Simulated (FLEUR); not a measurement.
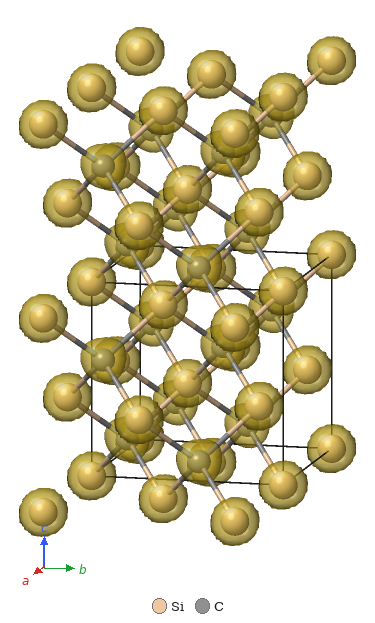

Figure 1: SiC. Isosurface of the electron density at 1.5 e/Å³ (yellow), seen slightly off an axis. Sticks mark near contacts.

Space group F-43m.

Method: Kohn-Sham DFT of a periodic cell, r2SCAN, all-electron (FLEUR).

The calculation treats all electrons.

**How is the density connected at this value?**

At this value the density breaks into separate islands. It bridges none of the near contacts. It is pinched off along the shortest Si–C (1.89 Å) contacts. On the grid the lowest density along these lines, outside the cores, is 0.79 e/Å³ (Si–C, 1.89 Å).

**Does the calculation make it a metal, or give it a gap?**

It is gapped, with a Kohn–Sham gap of 1.7 eV on the k-point mesh, an upper bound to the gap of this method.
